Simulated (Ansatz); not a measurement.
**Run report: Al2Cu, geometry relaxation (part 2 of 2)**

Al2Cu (I4/mmm, 3 atoms in the cell); DFT r2SCAN, scalar-relativistic, plane waves, PAW, no spin polarisation (Ansatz 0.2.0); cutoff 500 eV, 14×14×14 k-mesh, Gaussian smearing of 0.1 eV. The structure derives from a Materials Project entry.

Geometry of the input (Å; fractional positions):
```
-2.0303  2.0303  2.8511
2.0303  -2.0303  2.8511
2.0303  2.0303  -2.8511
Al 0.7500  0.2500  0.5000
Al 0.2500  0.7500  0.5000
Cu 0.5000  0.5000  0.0000
```

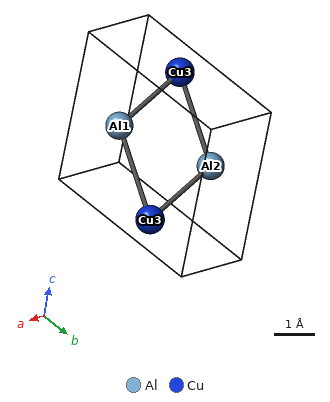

Fig. 1: The geometry at step 1 of the log (ball-and-stick view of the cell of the calculation, seen slightly off an axis; atoms are numbered from 1 in the order of the input).

### Output, continued
```
SCF iter   1: F=—  HF=-7712.693586 eV  |F-HF|=—  |Δ(HF+E_count)|=         —  Δρ=7.10e-4  dr2=1.68e-4  dr2_τ=2.99e-4  ethr=7.78e-7  ⟨swp⟩=2.0  Hψ=23317  notcnv=0
preconditioner: auto → Kerker (q_TF=auto, 2.455 Å⁻¹)  [metal: Δε(μ)=0.038 eV  Ē_g=8.962 eV  σ=0.100 eV  W_gap=0.21  n_scr=14 (ndim 8)  ℏωp=22.3 eV  f_vac=0.000  D(μ)=0.93/eV (n_scr^D=0)]
SCF iter   2: F=—  HF=-7712.694002 eV  |F-HF|=—  |Δ(HF+E_count)|=   4.16e-4  Δρ=6.42e-4  dr2=1.02e-4  dr2_τ=1.06e-6  ethr=6.71e-7  ⟨swp⟩=2.0  Hψ=7188  notcnv=0
SCF iter   3: F=—  HF=-7712.693978 eV  |F-HF|=—  |Δ(HF+E_count)|=   2.42e-5  Δρ=1.77e-4  dr2=1.50e-5  dr2_τ=1.41e-7  ethr=4.09e-7  ⟨swp⟩=2.1  Hψ=5833  notcnv=0
SCF iter   4: F=—  HF=-7712.693981 eV  |F-HF|=—  |Δ(HF+E_count)|=   3.09e-6  Δρ=9.08e-5  dr2=2.64e-6  dr2_τ=5.25e-8  ethr=6.01e-8  ⟨swp⟩=2.0  Hψ=6201  notcnv=0
SCF iter   5: F=—  HF=-7712.693980 eV  |F-HF|=—  |Δ(HF+E_count)|=   1.98e-7  Δρ=4.45e-5  dr2=6.79e-7  dr2_τ=3.15e-9  ethr=1.05e-8  ⟨swp⟩=1.0  Hψ=4148  notcnv=0
SCF iter   6: F=-7712.693980 eV  HF=-7712.693980 eV  |F-HF|=1.97e-9  |Δ(HF+E_count)|=   2.62e-8  Δρ=6.00e-6  dr2=2.12e-8  dr2_τ=2.30e-10  ethr=1.20e-9  ⟨swp⟩=9.3  Hψ=27797  notcnv=0
SCF 2 converged in 6 iterations: F = -7712.693980 eV  dr2 = 2.12e-8
relax step   2: F+E_penalty+E_count = -7712.69398041 eV  Δ(F+E_penalty+E_count) = -5.878e-4 eV  max|allowed force component| = 8.095e-18 eV/Å  Δτ_max = 0.0000 Å  P = +0.080 GPa  Ω = 47.102 Å³  energy of the carried Pulay correction = -1.544e-5 eV  (6 SCF iters, dr2 threshold 3.00e-7 eV, accepted)
Crystal: 3 atoms, lattice volume = 47.135 Å³
iter 1 solved again at ethr=9.95e-8 eV; its pass at ethr=3.10e-3 eV (dr2=2.49e-5 eV) is discarded
SCF iter   1: F=—  HF=-7712.693979 eV  |F-HF|=—  |Δ(HF+E_count)|=         —  Δρ=2.58e-4  dr2=2.19e-5  dr2_τ=1.74e-5  ethr=9.95e-8  ⟨swp⟩=2.0  Hψ=23057  notcnv=0
preconditioner: auto → Kerker (q_TF=auto, 2.455 Å⁻¹)  [metal: Δε(μ)=0.053 eV  Ē_g=8.954 eV  σ=0.100 eV  W_gap=0.29  n_scr=14 (ndim 8)  ℏωp=22.3 eV  f_vac=0.000  D(μ)=0.93/eV (n_scr^D=0)]
SCF iter   2: F=—  HF=-7712.694003 eV  |F-HF|=—  |Δ(HF+E_count)|=   2.47e-5  Δρ=2.28e-4  dr2=1.25e-5  dr2_τ=1.30e-7  ethr=8.78e-8  ⟨swp⟩=2.0  Hψ=6957  notcnv=0
SCF iter   3: F=—  HF=-7712.694000 eV  |F-HF|=—  |Δ(HF+E_count)|=   3.35e-6  Δρ=4.99e-5  dr2=1.24e-6  dr2_τ=1.05e-8  ethr=5.02e-8  ⟨swp⟩=2.1  Hψ=5898  notcnv=0
SCF iter   4: F=—  HF=-7712.694000 eV  |F-HF|=—  |Δ(HF+E_count)|=   9.81e-8  Δρ=2.29e-5  dr2=1.64e-7  dr2_τ=3.54e-9  ethr=4.95e-9  ⟨swp⟩=2.0  Hψ=5851  notcnv=0
SCF iter   5: F=—  HF=-7712.694000 eV  |F-HF|=—  |Δ(HF+E_count)|=   3.29e-8  Δρ=1.53e-5  dr2=7.33e-8  dr2_τ=3.37e-10  ethr=2.85e-10  ⟨swp⟩=7.2  Hψ=21503  notcnv=0
SCF iter   6: F=-7712.694000 eV  HF=-7712.694000 eV  |F-HF|=5.08e-10  |Δ(HF+E_count)|=   3.74e-9  Δρ=3.00e-6  dr2=4.46e-9  dr2_τ=4.67e-11  ethr=2.85e-10  ⟨swp⟩=7.3  Hψ=22089  notcnv=0
SCF 3 converged in 6 iterations: F = -7712.694000 eV  dr2 = 4.46e-9
relax step   3: F+E_penalty+E_count = -7712.69400003 eV  Δ(F+E_penalty+E_count) = -1.962e-5 eV  max|allowed force component| = 1.156e-17 eV/Å  Δτ_max = 0.0000 Å  P = +0.004 GPa  Ω = 47.135 Å³  energy of the carried Pulay correction = -2.118e-5 eV  (6 SCF iters, dr2 threshold 7.13e-8 eV, accepted)
Initial wavefunctions: pseudopotential atomic-orbital guess (no wavefunctions were taken with the density)
iter 1 solved again at ethr=3.89e-8 eV; its pass at ethr=3.10e-3 eV (dr2=9.74e-6 eV) is discarded
SCF iter   1: F=—  HF=-7712.694008 eV  |F-HF|=—  |Δ(HF+E_count)|=         —  Δρ=6.53e-5  dr2=4.29e-8  dr2_τ=1.36e-8  ethr=3.89e-8  ⟨swp⟩=3.0  Hψ=32166  notcnv=0
preconditioner: auto → Kerker (q_TF=auto, 2.455 Å⁻¹)  [metal: Δε(μ)=0.053 eV  Ē_g=8.953 eV  σ=0.100 eV  W_gap=0.29  n_scr=14 (ndim 8)  ℏωp=22.3 eV  f_vac=0.000  D(μ)=0.93/eV (n_scr^D=0)]
SCF iter   2: F=—  HF=-7712.694020 eV  |F-HF|=—  |Δ(HF+E_count)|=   1.22e-5  Δρ=3.38e-5  dr2=2.77e-8  dr2_τ=7.27e-8  ethr=1.71e-10  ⟨swp⟩=2.0  Hψ=6195  notcnv=0
SCF iter   3: F=—  HF=-7712.694025 eV  |F-HF|=—  |Δ(HF+E_count)|=   4.31e-6  Δρ=1.15e-5  dr2=1.57e-8  dr2_τ=5.17e-9  ethr=1.11e-10  ⟨swp⟩=2.0  Hψ=6174  notcnv=0
SCF iter   4: F=—  HF=-7712.694025 eV  |F-HF|=—  |Δ(HF+E_count)|=   3.13e-7  Δρ=1.15e-6  dr2=2.70e-10  dr2_τ=6.40e-11  ethr=6.28e-11  ⟨swp⟩=2.3  Hψ=6601  notcnv=0
SCF iter   5: F=—  HF=-7712.694025 eV  |F-HF|=—  |Δ(HF+E_count)|=   3.74e-9  Δρ=9.81e-7  dr2=3.15e-10  dr2_τ=5.25e-12  ethr=1.08e-12  ⟨swp⟩=2.2  Hψ=6699  notcnv=0
SCF iter   6: F=-7712.694025 eV  HF=-7712.694025 eV  |F-HF|=1.60e-10  |Δ(HF+E_count)|=  9.64e-11  Δρ=2.54e-7  dr2=2.10e-11  dr2_τ=2.99e-12  ethr=1.00e-12  ⟨swp⟩=4.2  Hψ=18452  notcnv=0
SCF 4 converged in 6 iterations: F = -7712.694025 eV  dr2 = 2.10e-11
relax step   4: F+E_penalty+E_count = -7712.69402488 eV  Δ(F+E_penalty+E_count) = -2.485e-5 eV  max|allowed force component| = 3.469e-18 eV/Å  Δτ_max = 0.0000 Å  P = +0.004 GPa  Ω = 47.135 Å³  stress off target by 7.51e-3 GPa  SCF on the basis re-selected at this cell (its energy is not comparable with the rows above)  (6 SCF iters)
basis re-selected at this cell: Δ(F+E_penalty+E_count) = -2.485e-5 eV, ΔP = +0.000 GPa vs the last step (what re-selecting the basis moved, of the pressure what is left beyond the Pulay correction that the steps carried, after the strain that the cell walked since its last selection, with what the two solves' SCF thresholds leave and, on support functions, any second-order correction that the steps lacked; it is no measure of the basis error at this ecutwfc). This SCF's stress stands 7.51e-3 GPa from its target on what of the cell is left free (relax.cell.stress_tol is 5.00e-2 GPa) and its largest allowed force component is 3.47e-18 eV/Å (relax.f_tol is 5.00e-3 eV/Å): within both
SCF converged after 6 iterations
Free energy (F): -7712.694025 eV
Harris-Foulkes:  -7712.694025 eV  (|F-HF|=1.60e-10)
Internal energy: -7712.689364 eV  (E = F + TS)
E sigma→0 (E₀):  -7712.691695 eV
Entropy (-TS):   -0.004661 eV (-1.554 meV/atom)
Fermi energy:    9.318276 eV
--- Per-component energies (eV) ---
  E_band       = -517.910707
  E_kinetic    = 346.476826
  E_local      = -5896.309694  (includes V_loc(G=0)·N_el)
  E_nonlocal   = 404.504965
  E_hartree    = 2643.963418
  E_xc         = -158.839585
  E_vxc        = -190.042912  (∫ρ·V_xc dr)
  E_paw        = -2616.040906  (= ΣΔE_a)
  E_vpaw       = -482.609222  (= ΣTr[D̂ρ^β])
  E_aug_tail   = 0.000146  (compensation charges beyond the density's cutoff)
  E_vtau       = 12.142190  (kinetic-family band-sum trace: ∫τ·v_τ [+ j·A + Jᵃ·Aᵃ] dr)
  E_ewald      = -2436.023211
  E_core_change = -0.421324  (= ΣΔE_core)
  E_smearing   = -0.004661  (= −TS)
  E_closure    = -0.000000  (closes the sum)
  Σ components = -7712.694025   (vs F -7712.694025, Δ=0.00e0)
--- Forces (eV/Å), atoms counted from 1 ---
  atom   1  Al     0.00000000     0.00000000     0.00000000
  atom   2  Al     0.00000000     0.00000000     0.00000000
  atom   3  Cu     0.00000000     0.00000000     0.00000000
  max |Σ_I F_I| component: 1.04e-17 eV/Å
--- Stress (GPa, compression-positive) ---
        0.002839       0.000000       0.000000
        0.000000       0.002839      -0.000000
       -0.000000       0.000000       0.007511
  P = ⅓ Tr σ = 0.0044 GPa (0.044 kbar)
--- Band table (eV; the first three rows and the last of 244) ---
  k-point 0: bands = ["-108.4373", "-64.2261", "-64.2261", "-64.2261", "-1.4952", "4.6032", "4.6033", "4.6033", "5.1784", "5.1785", "12.3343", "12.3343", "12.3347", "12.4703", "12.4708", "12.4708", "14.4544"]
  k-point 1: bands = ["-108.4373", "-64.2262", "-64.2262", "-64.2261", "-1.3981", "4.5751", "4.6180", "4.6181", "5.1608", "5.1871", "11.1707", "11.1711", "11.9647", "12.0831", "13.7691", "13.7696", "15.0227"]
  k-point 2: bands = ["-108.4373", "-64.2262", "-64.2262", "-64.2261", "-1.1076", "4.4958", "4.6634", "4.6634", "5.1079", "5.2114", "10.0852", "10.0856", "10.9825", "11.4418", "13.6493", "15.2368", "15.2374"]
  k-point 243: bands = ["-108.4373", "-64.2263", "-64.2262", "-64.2262", "2.8800", "3.1261", "4.0237", "5.1576", "5.1576", "5.3537", "5.4380", "7.1713", "7.1713", "9.9373", "11.1021", "18.7933", "20.8390"]
--- Relaxed structure (3 steps of the walk, 3 accepted, 1 SCFs on fresh bases) ---
  F+E_penalty+E_count = -7712.69402488 eV   max|allowed force component| = 3.469e-18 eV/Å   (the final SCF, on the basis selected at the relaxed cell)
  cell:  # Å, volume = 47.1353 Å³
    - [-2.0273575168087805, 2.0273575168087805, 2.8669875133573526]
    - [2.0273575168087805, -2.0273575168087805, 2.8669875133573526]
    - [2.0273575168087805, 2.0273575168087805, -2.8669875133573526]
  atoms:
    - { symbol: Al, position: [0.75, 0.25, 0.5] }
    - { symbol: Al, position: [0.25, 0.75, 0.5] }
    - { symbol: Cu, position: [0.5, 0.5, -2.069234114623429e-36] }
```

### Trajectory as extended XYZ (Å, eV, eV/Å), 4 frames, from step=1 to step=4
```
3
Lattice="-2.0303 2.0303 2.8511 2.0303 -2.0303 2.8511 2.0303 2.0303 -2.8511" Properties=species:S:1:pos:R:3:forces:R:3 step=1 energy=-7712.69339 pressure_GPa=0.29
Al    0.0000    2.0303    1.4255    0.0000   0.0000   0.0000
Al    2.0303    0.0000    1.4255    0.0000   0.0000   0.0000
Cu    0.0000    0.0000    2.8511    0.0000   0.0000   0.0000
3
Lattice="-2.0277 2.0277 2.8639 2.0277 -2.0277 2.8639 2.0277 2.0277 -2.8639" Properties=species:S:1:pos:R:3:forces:R:3 step=2 energy=-7712.69398 pressure_GPa=0.08
Al    0.0000    2.0277    1.4320    0.0000   0.0000   0.0000
Al    2.0277    0.0000    1.4320    0.0000   0.0000   0.0000
Cu    0.0000    0.0000    2.8639    0.0000   0.0000   0.0000
3
Lattice="-2.0274 2.0274 2.8670 2.0274 -2.0274 2.8670 2.0274 2.0274 -2.8670" Properties=species:S:1:pos:R:3:forces:R:3 step=3 energy=-7712.69400 pressure_GPa=0.00
Al    0.0000    2.0274    1.4335    0.0000   0.0000   0.0000
Al    2.0274    0.0000    1.4335    0.0000   0.0000   0.0000
Cu    0.0000    0.0000    2.8670    0.0000   0.0000   0.0000
3
Lattice="-2.0274 2.0274 2.8670 2.0274 -2.0274 2.8670 2.0274 2.0274 -2.8670" Properties=species:S:1:pos:R:3:forces:R:3 step=4 energy=-7712.69402 pressure_GPa=0.00
Al    0.0000    2.0274    1.4335    0.0000   0.0000   0.0000
Al    2.0274    0.0000    1.4335    0.0000   0.0000   0.0000
Cu    0.0000    0.0000    2.8670    0.0000   0.0000   0.0000
```

### Results in brief

| quantity | value |
| --- | --- |
| outcome | converged |
| space group (tolerance 0.01 Å) | I4/mmm (139) → Fm-3m (225) |
| electrons treated | 25 |
| free energy | −7712.6940 eV |
| Fermi energy | 9.318 eV |
| gap on the k-point mesh | none (metallic) |
| pressure | 0.00 GPa |
| final volume | 47.14 Å³ |
| largest force (length of the vector) at the end | under 0.001 eV/Å |
| final cell | a = 4.055 Å, b = 4.055 Å, c = 4.055 Å, α = 120.00°, β = 120.00°, γ = 90.00° |
| hardware | 2 threads of Intel Xeon @ 2.90GHz (Ice Lake), 192 GiB of memory available, shared host |
| wall time | 45 s (CPU time 88 s) |
| peak memory | 0.69 GiB |
